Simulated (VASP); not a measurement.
# Geometry relaxation of WSi$_{2}$ (part 3 of 3)

Continued. System: WSi$_{2}$ (I4/mmm, 3 atoms in the cell). Method: Kohn-Sham DFT of a periodic cell, PBE with D3(BJ), VASP PAW PBE potentials, recommended, no spin polarisation (VASP 6.6.1); cutoff 520 eV, 18×18×18 k-mesh, Gaussian smearing of 0.1 eV. The structure derives from an entry of the Crystallography Open Database.

Geometry of the input (Å; fractional positions):
```
-1.6069  1.6069  3.9150
1.6069  -1.6069  3.9150
1.6069  1.6069  -3.9150
Si 0.3347  0.3347  0.0000
Si 0.6653  0.6653  -0.0000
W  0.0000  0.0000  0.0000
```

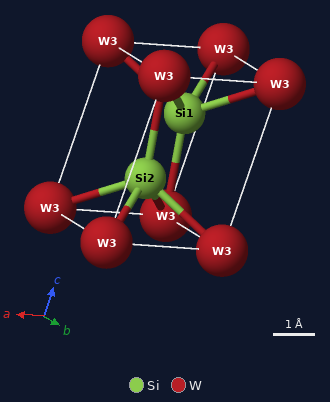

The geometry at step 6 of the log (ball-and-stick view of the reduced cell, seen at an oblique angle; atoms are numbered from 1 in the order of the input).

Parts of OUTCAR, continued
```
 -----------------------------------------------------------------------------
  energy-cutoff  :      520.00
  volume of cell :       39.78
      direct lattice vectors                 reciprocal lattice vectors
    -1.597017688  1.597017688  3.899465847     0.000000000  0.313083570  0.128222690
     1.597017688 -1.597017688  3.899465847     0.313083570  0.000000000  0.128222690
     1.597017688  1.597017688 -3.899465847     0.313083570  0.313083570  0.000000000

 POSITION                                       TOTAL-FORCE (eV/Angst)
 -----------------------------------------------------------------------------------
      0.00000      0.00000      2.60580        -0.000000     -0.000000     -0.001656
      0.00000      0.00000      5.19313         0.000000      0.000000      0.001656
      0.00000      0.00000      0.00000        -0.000000     -0.000000      0.000000
 -----------------------------------------------------------------------------------
    total drift:                                0.000000      0.000000     -0.000000

  FREE ENERGIE OF THE ION-ELECTRON SYSTEM (eV)
  ---------------------------------------------------
  free  energy   TOTEN  =       -26.5342491706 eV

  energy  without entropy=      -26.5333573812  energy(sigma->0) =      -26.53380328

--------------------------------------- Ionic step       12  -------------------------------------------

 number of electron      21.9999999 magnetization

------------------------ aborting loop because EDIFF is reached ----------------------------------------

 Edisp (eV)   -1.74674

 E8    (eV) :    -0.7887

  FORCE on cell =-STRESS in cart. coord.  units (eV):
  Direction    XX          YY          ZZ          XY          YZ          ZX
  --------------------------------------------------------------------------------------
  -------------------------------------------------------------------------------------
  Total       0.00524     0.00524     0.02295     0.00000     0.00000    -0.00000
  in kB       0.21130     0.21130     0.92482     0.00000     0.00000    -0.00000
  external pressure =        0.45 kB  Pullay stress =        0.00 kB

 VOLUME and BASIS-vectors are now :
 -----------------------------------------------------------------------------
  energy-cutoff  :      520.00
  volume of cell :       39.77
      direct lattice vectors                 reciprocal lattice vectors
    -1.596910032  1.596910032  3.898418937     0.000000000  0.313104677  0.128257124
     1.596910032 -1.596910032  3.898418937     0.313104677  0.000000000  0.128257124
     1.596910032  1.596910032 -3.898418937     0.313104677  0.313104677  0.000000000

 POSITION                                       TOTAL-FORCE (eV/Angst)
 -----------------------------------------------------------------------------------
      0.00000      0.00000      2.60490        -0.000000     -0.000000      0.001602
      0.00000      0.00000      5.19193         0.000000      0.000000     -0.001602
      0.00000      0.00000      0.00000        -0.000000     -0.000000      0.000000
 -----------------------------------------------------------------------------------
    total drift:                               -0.000000      0.000000     -0.000000

  FREE ENERGIE OF THE ION-ELECTRON SYSTEM (eV)
  ---------------------------------------------------
  free  energy   TOTEN  =       -26.5342499200 eV

  energy  without entropy=      -26.5333579015  energy(sigma->0) =      -26.53380391

--------------------------------------- Ionic step       13  -------------------------------------------

 number of electron      21.9999999 magnetization

 Free energy of the ion-electron system (eV)
  ---------------------------------------------------
  ext. energy  EPLUGINS =         0.00000000
  ---------------------------------------------------
  free energy    TOTEN  =       -24.78781275 eV

  energy without entropy =      -24.78692082  energy(sigma->0) =      -24.78736679

 E-fermi :  12.2088     XC(G=0): -12.6082     alpha+bet :-19.3239

 val. band max:       12.1792266509   @ k =  -0.3889   0.5000   0.3333
 cond. band min:      12.2535360659   @ k =  -0.3889  -0.4444   0.3333
 fundamental gap:      0.0743094150
 Fermi energy:        12.2087795415

 k-point     1 :       0.0000    0.0000    0.0000
  band No.  band energies     occupation
      1     -61.6129      2.00000
      2     -25.8940      2.00000
      3     -25.8589      2.00000
      4     -25.8589      2.00000
      5      -2.0226      2.00000
      6       5.2468      2.00000
      7       8.4538      2.00000
      8       8.8104      2.00000
      9       9.3095      2.00000
     10       9.3095      2.00000
     11      12.8546      0.00000
     12      15.0403      0.00000
     13      15.0539      0.00000
     14      15.3628      0.00000
     15      15.3628      0.00000

 k-point     2 :       0.0556   -0.0000    0.0000
  band No.  band energies     occupation
      1     -61.6127      2.00000
      2     -25.8935      2.00000
      3     -25.8661      2.00000
      4     -25.8583      2.00000
      5      -1.9626      2.00000
      6       5.2541      2.00000
      7       8.2420      2.00000
      8       8.8144      2.00000
      9       9.3498      2.00000
     10       9.4023      2.00000
     11      12.5972      0.00000
     12      14.8721      0.00000
     13      15.1260      0.00000
     14      15.2447      0.00000
     15      15.6572      0.00000

 k-point     3 :       0.1111   -0.0000    0.0000
  band No.  band energies     occupation
      1     -61.6120      2.00000
      2     -25.8920      2.00000
      3     -25.8866      2.00000
      4     -25.8564      2.00000
      5      -1.7839      2.00000
      6       5.2661      2.00000
      7       7.7865      2.00000
      8       8.8030      2.00000
      9       9.4683      2.00000
     10       9.5488      2.00000
     11      12.0557      1.96955
     12      14.3790      0.00000
     13      14.7757      0.00000
     14      15.7420      0.00000
     15      16.2575      0.00000

 k-point     4 :       0.1667    0.0000    0.0000
  band No.  band energies     occupation
      1     -61.6109      2.00000
      2     -25.9181      2.00000
      3     -25.8895      2.00000
      4     -25.8535      2.00000
      5      -1.4905      2.00000
      6       5.2476      2.00000
      7       7.2796      2.00000
      8       8.7187      2.00000
      9       9.6543      2.00000
     10       9.6560      2.00000
     11      11.4808      2.00000
     12      13.8520      0.00000
     13      14.5371      0.00000
     14      16.3547      0.00000
     15      16.7077      0.00000

 k-point     5 :       0.2222    0.0000   -0.0000
  band No.  band energies     occupation
      1     -61.6095      2.00000
      2     -25.9564      2.00000
      3     -25.8866      2.00000
      4     -25.8500      2.00000
      5      -1.0892      2.00000
      6       5.1228      2.00000
      7       6.8539      2.00000
      8       8.4954      2.00000
      9       9.7078      2.00000
     10       9.8717      2.00000
     11      10.9949      2.00000
     12      13.5619      0.00000
     13      14.4513      0.00000
     14      16.7417      0.00000
     15      16.7798      0.00000

 [... the levels of 18 k-points are left out ...]

 k-point    24 :      -0.2222    0.0556    0.0000
  band No.  band energies     occupation
      1     -61.6093      2.00000
      2     -25.9555      2.00000
      3     -25.8852      2.00000
      4     -25.8570      2.00000
      5      -1.1004      2.00000
      6       5.3949      2.00000
      7       6.7433      2.00000
      8       8.5339      2.00000
      9       9.2913      2.00000
     10      10.0357      2.00000
     11      10.7795      2.00000
     12      13.8763      0.00000
     13      14.5437      0.00000
     14      16.6536      0.00000
     15      16.8116      0.00000

 [... further k-points ...]

------------------------ aborting loop because EDIFF is reached ----------------------------------------

 Edisp (eV)   -1.74644

 E8    (eV) :    -0.7886

  FORCE on cell =-STRESS in cart. coord.  units (eV):
  Direction    XX          YY          ZZ          XY          YZ          ZX
  --------------------------------------------------------------------------------------
  -------------------------------------------------------------------------------------
  Total      -0.00151    -0.00151     0.00587     0.00000     0.00000     0.00000
  in kB      -0.06071    -0.06071     0.23660     0.00000     0.00000     0.00000
  external pressure =        0.04 kB  Pullay stress =        0.00 kB

 VOLUME and BASIS-vectors are now :
 -----------------------------------------------------------------------------
  energy-cutoff  :      520.00
  volume of cell :       39.77
      direct lattice vectors                 reciprocal lattice vectors
    -1.596954694  1.596954694  3.898853254     0.000000000  0.313095921  0.128242836
     1.596954694 -1.596954694  3.898853254     0.313095921  0.000000000  0.128242836
     1.596954694  1.596954694 -3.898853254     0.313095921  0.313095921  0.000000000

 POSITION                                       TOTAL-FORCE (eV/Angst)
 -----------------------------------------------------------------------------------
      0.00000      0.00000      2.60528        -0.000000     -0.000000      0.000234
      0.00000      0.00000      5.19243         0.000000      0.000000     -0.000234
      0.00000      0.00000      0.00000        -0.000000     -0.000000      0.000000
 -----------------------------------------------------------------------------------
    total drift:                               -0.000000     -0.000000      0.000000

  FREE ENERGIE OF THE ION-ELECTRON SYSTEM (eV)
  ---------------------------------------------------
  free  energy   TOTEN  =       -26.5342514682 eV

  energy  without entropy=      -26.5333595318  energy(sigma->0) =      -26.53380550

 reached required accuracy - stopping structural energy minimisation
```

CONTCAR
```
Si2W
   1.00000000000000
    -1.5969546938754697    1.5969546938754697    3.8988532538683884
     1.5969546938754697   -1.5969546938754697    3.8988532538683884
     1.5969546938754697    1.5969546938754697   -3.8988532538683884
  Si              W
     2     1
Direct
     0.3341079246559002    0.3341079246559002    0.0000000000000000
     0.6658920753440998    0.6658920753440998    0.0000000000000000
     0.0000000000000000    0.0000000000000000    0.0000000000000000

  0.00000000E+00  0.00000000E+00  0.00000000E+00
  0.00000000E+00  0.00000000E+00  0.00000000E+00
  0.00000000E+00  0.00000000E+00  0.00000000E+00
```

Trajectory as extended XYZ (Å, eV, eV/Å), 13 frames, from step=0 to step=12
```
3
Lattice="-1.6069 1.6069 3.9150 1.6069 -1.6069 3.9150 1.6069 1.6069 -3.9150" Properties=species:S:1:pos:R:3:forces:R:3 step=0 energy=-26.52621
Si    0.0000    0.0000    2.6207    0.0000   0.0000  -0.0539
Si    0.0000    0.0000    5.2092    0.0000   0.0000   0.0539
W     0.0000    0.0000    0.0000    0.0000   0.0000   0.0000
3
Lattice="-1.5822 1.5822 3.8612 1.5822 -1.5822 3.8612 1.5822 1.5822 -3.8612" Properties=species:S:1:pos:R:3:forces:R:3 step=1 energy=-26.50953
Si    0.0000    0.0000    2.5821    0.0000   0.0000  -0.1235
Si    1.5822    1.5822    1.2791    0.0000   0.0000   0.1235
W     1.5822    1.5822    3.8612    0.0000   0.0000   0.0000
3
Lattice="-1.5979 1.5979 3.8954 1.5979 -1.5979 3.8954 1.5979 1.5979 -3.8954" Properties=species:S:1:pos:R:3:forces:R:3 step=2 energy=-26.53388
Si    0.0000    0.0000    2.6067    0.0000   0.0000  -0.0793
Si    0.0000    0.0000    5.1842    0.0000   0.0000   0.0793
W     0.0000    0.0000    0.0000    0.0000   0.0000   0.0000
3
Lattice="-1.5978 1.5978 3.8951 1.5978 -1.5978 3.8951 1.5978 1.5978 -3.8951" Properties=species:S:1:pos:R:3:forces:R:3 step=3 energy=-26.53387
Si    0.0000    0.0000    2.6064    0.0000   0.0000  -0.0798
Si    1.5978    1.5978    1.2886    0.0000   0.0000   0.0798
W     1.5978    1.5978    3.8951    0.0000   0.0000   0.0000
3
Lattice="-1.5963 1.5963 3.9010 1.5963 -1.5963 3.9010 1.5963 1.5963 -3.9010" Properties=species:S:1:pos:R:3:forces:R:3 step=4 energy=-26.53422
Si    0.0000    0.0000    2.6069    0.0000   0.0000  -0.0055
Si    0.0000    0.0000    5.1950    0.0000   0.0000   0.0055
W     0.0000    0.0000    0.0000    0.0000   0.0000   0.0000
3
Lattice="-1.5965 1.5965 3.9002 1.5965 -1.5965 3.9002 1.5965 1.5965 -3.9002" Properties=species:S:1:pos:R:3:forces:R:3 step=5 energy=-26.53423
Si    0.0000    0.0000    2.6068    0.0000   0.0000  -0.0155
Si    0.0000    0.0000    5.1935    0.0000   0.0000   0.0155
W     1.5965    1.5965   -3.9002    0.0000   0.0000   0.0000
3
Lattice="-1.5972 1.5972 3.8992 1.5972 -1.5972 3.8992 1.5972 1.5972 -3.8992" Properties=species:S:1:pos:R:3:forces:R:3 step=6 energy=-26.53424
Si    0.0000    0.0000    2.6054    0.0000   0.0000   0.0041
Si    0.0000    0.0000    5.1930    0.0000   0.0000  -0.0041
W     0.0000    0.0000    0.0000    0.0000   0.0000   0.0000
3
Lattice="-1.5970 1.5970 3.8995 1.5970 -1.5970 3.8995 1.5970 1.5970 -3.8995" Properties=species:S:1:pos:R:3:forces:R:3 step=7 energy=-26.53425
Si    0.0000    0.0000    2.6059    0.0000   0.0000  -0.0027
Si    0.0000    0.0000    5.1932    0.0000   0.0000   0.0027
W     0.0000    0.0000    0.0000    0.0000   0.0000   0.0000
3
Lattice="-1.5970 1.5970 3.8995 1.5970 -1.5970 3.8995 1.5970 1.5970 -3.8995" Properties=species:S:1:pos:R:3:forces:R:3 step=8 energy=-26.53425
Si    0.0000    0.0000    2.6058    0.0000   0.0000  -0.0022
Si    0.0000    0.0000    5.1931    0.0000   0.0000   0.0022
W     0.0000    0.0000    0.0000    0.0000   0.0000   0.0000
3
Lattice="-1.5971 1.5971 3.8993 1.5971 -1.5971 3.8993 1.5971 1.5971 -3.8993" Properties=species:S:1:pos:R:3:forces:R:3 step=9 energy=-26.53425
Si    0.0000    0.0000    2.6056    0.0000   0.0000   0.0010
Si    0.0000    0.0000    5.1931    0.0000   0.0000  -0.0010
W     0.0000    0.0000    0.0000    0.0000   0.0000   0.0000
3
Lattice="-1.5970 1.5970 3.8995 1.5970 -1.5970 3.8995 1.5970 1.5970 -3.8995" Properties=species:S:1:pos:R:3:forces:R:3 step=10 energy=-26.53425
Si    0.0000    0.0000    2.6058    0.0000   0.0000  -0.0017
Si    0.0000    0.0000    5.1931    0.0000   0.0000   0.0017
W     0.0000    0.0000    0.0000    0.0000   0.0000   0.0000
3
Lattice="-1.5969 1.5969 3.8984 1.5969 -1.5969 3.8984 1.5969 1.5969 -3.8984" Properties=species:S:1:pos:R:3:forces:R:3 step=11 energy=-26.53425
Si    0.0000    0.0000    2.6049    0.0000   0.0000   0.0016
Si    0.0000    0.0000    5.1919    0.0000   0.0000  -0.0016
W     0.0000    0.0000    0.0000    0.0000   0.0000   0.0000
3
Lattice="-1.5970 1.5970 3.8989 1.5970 -1.5970 3.8989 1.5970 1.5970 -3.8989" Properties=species:S:1:pos:R:3:forces:R:3 step=12 energy=-26.53425
Si    0.0000    0.0000    2.6053    0.0000   0.0000   0.0002
Si    0.0000    0.0000    5.1924    0.0000   0.0000  -0.0002
W     0.0000    0.0000    0.0000    0.0000   0.0000   0.0000
```

Results in brief

```tsv
quantity	value
outcome	converged
space group (tolerance 0.01 Å)	I4/mmm (139)
electrons treated	22
free energy	−26.5343 eV
dispersion energy	−1.7464 eV
Fermi energy	12.209 eV
gap on the k-point mesh	none (metallic)
pressure	0.00 GPa
final volume	39.77 Å³
largest force (length of the vector) at the end	under 0.001 eV/Å
final cell	a = 4.506 Å, b = 4.506 Å, c = 4.506 Å, α = 138.48°, β = 138.48°, γ = 60.16°
hardware	1 thread of Intel Xeon @ 2.90GHz (Ice Lake), 64 GiB of memory available, shared host
wall time	34 min
peak memory	0.45 GiB
```

Remarks

Spin–orbit coupling is left out, which matters for W.
